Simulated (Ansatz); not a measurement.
# Ti: single-point calculation

System: Ti (Pm-3m, 1 atom in the cell).
Method: DFT, PBEsol, plane waves, PAW, Ueff = 4 eV on Ti f (Ansatz 0.2.0).

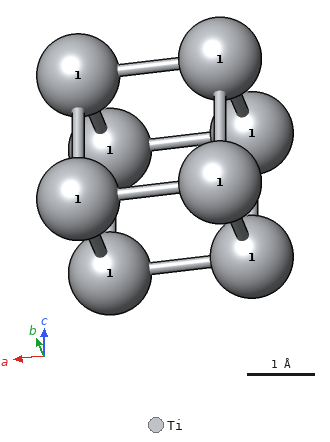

*The structure as given in the input (ball-and-stick view of the cell of the calculation, seen at an oblique angle; atoms are numbered from 1 in the order of the input). An atom can appear more than once, as a periodic image.*

Near neighbours in the periodic cell (some may lie outside the picture): Ti has 6 Ti at 2.19 Å.

Input:
```yaml
crystal:
  lattice:
    - [2.1893947306, 0.0, 0.0]
    - [0.0, 2.1893947306, 0.0]
    - [0.0, 0.0, 2.1893947306]
  atoms:
    - { symbol: Ti, position: [0.0, 0.0, 0.0] }
kpoints:
  mp_grid: { grid: [14, 14, 14] }
scf:
  occupations: { method: fermi_dirac, width: 0.08 }
  max_iter: 75
hamiltonian:
  xc: pbesol
  pseudopotentials: { kind: paw }
  hubbard: { sites: [{ species: Ti, l: f, u_eff: 4.0 }] }
output:
  forces: true
  stress: true
  eigenvalues: true
  populations: true
```

Launch command:
```bash
ansatz run input.yaml --threads 1 --pin off --max-ram 2048MiB --backend cpu --events-out ev --progress --plain --runs-dir out
```

The program's output:
```
Error: inconsistent input (hamiltonian.hubbard.sites[].l, hamiltonian.hubbard.sites[].shell): the file of Ti doesn't list 4f, and it can't be added: PBE doesn't bind the shell 4f of the free atom, whose level lies at +1.05 eV. Type an atom or ion with it (hamiltonian.pseudopotentials.projection_atoms), take another file or name another shell
```

What the run reported:

```csv
quantity,value
outcome,refused by the program
space group (tolerance 0.01 Å),Pm-3m (221)
hardware,"1 thread of Arm Neoverse V1, 112 GiB of memory available, shared host"
```

What went wrong:

This input holds a deliberate fault: a U on a shell that isn't there (`hamiltonian.hubbard`). The program refused the input: “inconsistent input (hamiltonian.hubbard.sites[].l, hamiltonian.hubbard.sites[].shell): the file of Ti doesn't list 4f, and it can't be added: PBE doesn't bind the shell 4f of the free atom, whose level lies at +1.05 eV …”
